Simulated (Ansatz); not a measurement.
AlP (slab)

Input file:

```
crystal:
  lattice:
    - [5.4703454814, 0.0, 0.0]
    - [-2.7351727407, 6.1160321784, 0.0]
    - [0.0, 0.0, 26.620461139]
  atoms:
    - { symbol: P, position: [0.1, 0.7, 0.2817381698] }
    - { symbol: Al, position: [0.7, 0.4, 0.3047130993] }
    - { symbol: P, position: [0.8, 0.1, 0.3276880288] }
    - { symbol: Al, position: [0.4, 0.8, 0.3506629583] }
    - { symbol: P, position: [0.5, 0.5, 0.3736378878] }
    - { symbol: Al, position: [0.1, 0.2, 0.3966128173] }
    - { symbol: P, position: [0.2, 0.9, 0.4195877468] }
    - { symbol: Al, position: [0.8, 0.6, 0.4425626763] }
    - { symbol: P, position: [0.9, 0.3, 0.4655376058] }
    - { symbol: Al, position: [0.5, 0.0, 0.4885125353] }
    - { symbol: P, position: [0.6, 0.7, 0.5114874647] }
    - { symbol: Al, position: [0.2, 0.4, 0.5344623942] }
    - { symbol: P, position: [0.3, 0.1, 0.5574373237] }
    - { symbol: Al, position: [0.9, 0.8, 0.5804122532] }
    - { symbol: P, position: [0.0, 0.5, 0.6033871827] }
    - { symbol: Al, position: [0.6, 0.2, 0.6263621122] }
    - { symbol: P, position: [0.7, 0.9, 0.6493370417] }
    - { symbol: Al, position: [0.3, 0.6, 0.6723119712] }
    - { symbol: P, position: [0.4, 0.3, 0.6952869007] }
    - { symbol: Al, position: [0.0, 0.0, 0.7182618302] }
basis:
  ecutwfc: 420
kpoints:
  mp_grid: { grid: [6, 5, 1] }
hamiltonian:
  xc: pbesol
scf:
  occupations: { method: gaussian, width: 0.05 }
output:
  forces: true
  stress: true
  eigenvalues: true
  write_density: true
  write_potential: true
  elf: true
  volumetric_format: npy
efield:
  axis: 3
  dipole_correction: true
  ramp_width: 0.04
```

Command:

```sh
ansatz run input.yaml --threads 2 --pin off --max-ram 5120MiB --backend cpu --events-out ev --progress --plain --runs-dir out
```

Not relaxed (largest force 2.0 eV/Å).

Method: DFT PBEsol, scalar-relativistic, plane waves, PAW in Ansatz.

Question: What can the converged valence pseudo-density and electron localisation function tell about the bonding?

Answer: Al–P (2.37 Å): ρ at the midpoint is about 0.51 e/Å³; the ELF peaks at about 0.95 between the atoms.

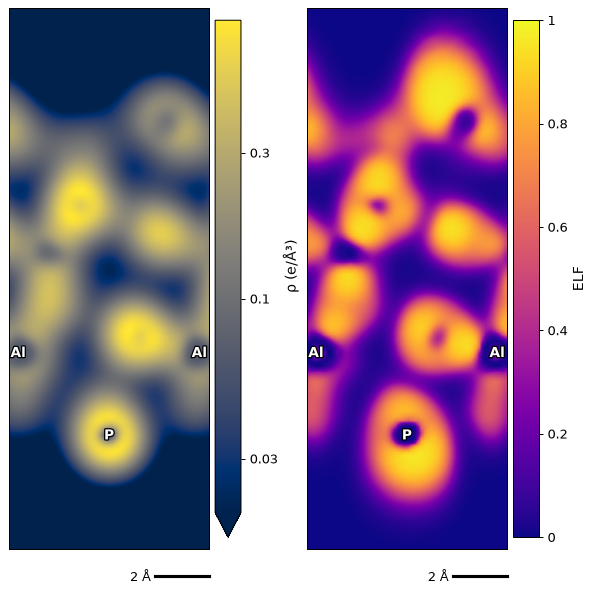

Computed valence pseudo-density and electron localisation function on the (100) plane of the calculation cell, a cut from vacuum to vacuum, in this order. Atoms just off the plane (P, 0.5 Å away and Al, 0.5 Å away) can leave unmarked features too.

In a PAW calculation such maps are meaningful between the atoms, not at the nuclei.
